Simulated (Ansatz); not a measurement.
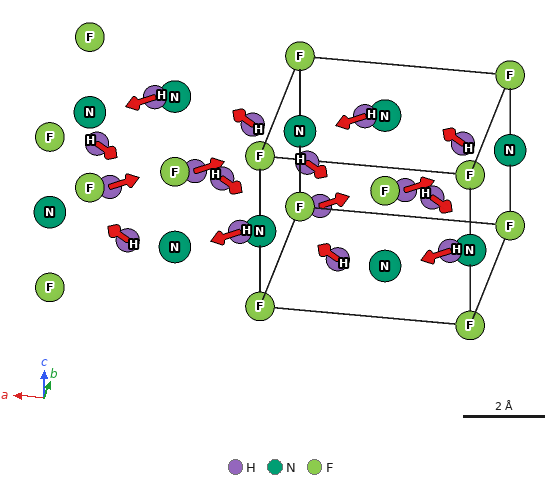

This is a relaxation of solid H$_{4}$NF (built on the Ta4CoNi-97 type type). The starting structure is drawn; red arrows show the displacements (the part carried along by the change of the cell is left out), magnified 2 times.

Style: ball-and-stick. Shown: the conventional cell (2 times the calculation's cell), repeated 2 × 1 × 1 with one cell outlined, from a free direction. Lengths and directions refer to the drawn axes.

The calculation used DFT, PBEsol, plane waves, PAW (Ansatz).

The input:
```yaml
crystal:
  lattice:
    - [-2.65782437, 2.65782437, 2.12461433]
    - [2.65782437, -2.65782437, 2.12461433]
    - [2.65782437, 2.65782437, -2.12461433]
  atoms:
    - { symbol: H, position: [0.41017662, 0.91017662, 0.82035324] }
    - { symbol: H, position: [0.08982338, 0.58982338, 0.17964676] }
    - { symbol: H, position: [0.58982338, 0.41017662, 0.5] }
    - { symbol: H, position: [0.91017662, 0.08982338, 0.5] }
    - { symbol: "N", position: [0.5, 0.5, 0.0] }
    - { symbol: F, position: [0.0, 0.0, 0.0] }
kpoints:
  mp_grid: { grid: [6, 6, 6] }
hamiltonian:
  xc: pbesol
scf:
  occupations: { method: fermi_dirac, width: 0.03 }
relax:
  f_tol: 0.01
  cell: {}
  max_steps: 120
output:
  write_density: true
  write_potential: true
  elf: true
  volumetric_format: npy
```

Command:
```bash
ansatz run input.yaml --threads 2 --pin off --max-ram 20275MiB --backend cpu --events-out ev --progress --plain --runs-dir out
```

Question: Describe the change and its energy.

Answer: After 12 accepted moves (15 points after the start) the energy has fallen by 6.410 eV per cell of the calculation. Largest force component: 0.26 eV/Å at the start, under 0.0001 eV/Å at the end. The pressure goes from −19.91 to −0.04 GPa. The line search rejected the trial step at point 9 of the run. At 2 points the geometry stayed and the basis and grid were re-selected for the new cell (energy shift of 13.7 meV per cell of the calculation at most each time). The largest moves relative to the cell, 0.45 Å, are those of H1, H2, H3 and H4. H3 goes along [1 −1 0]. F and N stay in place. Cell: a = b 5.316 → 3.546 Å (−33.3 %), c 4.249 → 4.477 Å (+5.4 %). Volume −53.1 %. The space group (tolerance 0.01 Å) goes from I422 (No. 97) to I4/mmm (No. 139).
